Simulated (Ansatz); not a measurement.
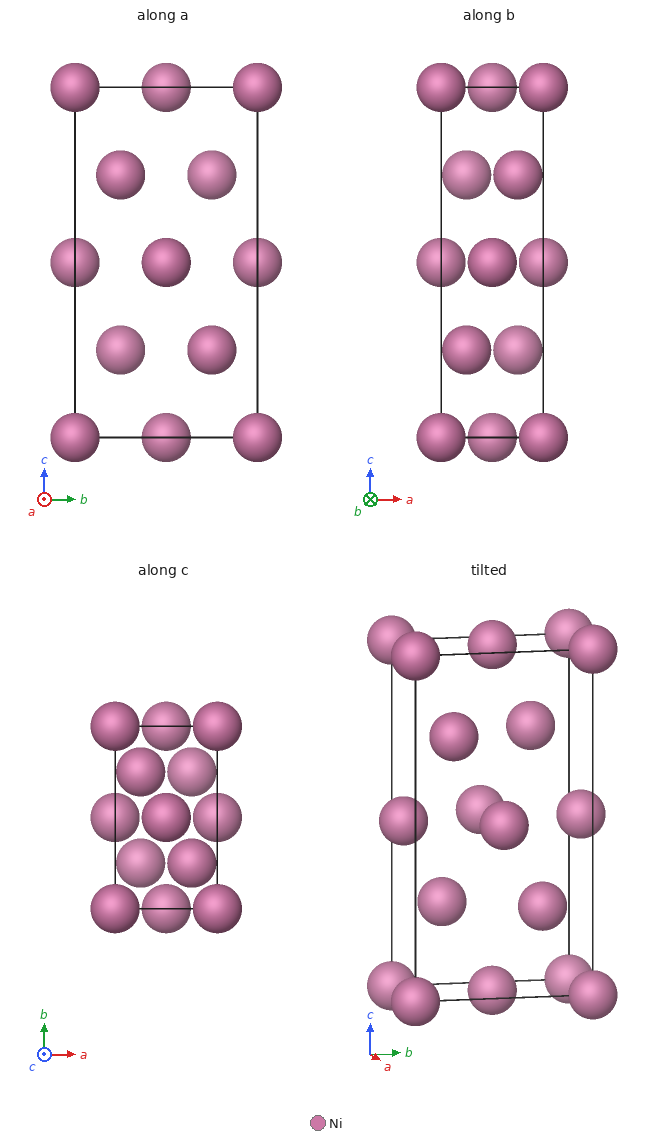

Spheres-only representation of a periodic structure, projected along the a axis, along the b axis, along the c axis and slightly off an axis. The parallelepiped is the conventional unit cell.

Lattice parameters: a = 2.5525 Å, b = 4.5516 Å, c = 8.7356 Å, α = 90.000°, β = 90.000°, γ = 90.000°.

Question: Give the structure in the form of a CIF with its space group and independent sites.

Answer:
```cif
data_structure
_symmetry_space_group_name_H-M 'F d d d :1'
_symmetry_Int_Tables_number 70
_cell_length_a 2.5525
_cell_length_b 4.5516
_cell_length_c 8.7356
_cell_angle_alpha 90.000
_cell_angle_beta 90.000
_cell_angle_gamma 90.000
_cell_volume 101.49
loop_
_atom_site_label
_atom_site_type_symbol
_atom_site_symmetry_multiplicity
_atom_site_Wyckoff_symbol
_atom_site_fract_x
_atom_site_fract_y
_atom_site_fract_z
_atom_site_occupancy
Ni1 Ni 8 a 0.0000 0.5000 0.5000 1
```

The cell started as a structure type filled with this element by a generator (whether the element takes this form wasn't checked). Earlier steps of the study may have refined or changed the cell and positions. An electronic-structure calculation with Ansatz was run on it.

At this level of theory the cell isn't at rest (stretched, at -15 GPa), so its distances can differ from those at equilibrium, the more so the softer the solid.
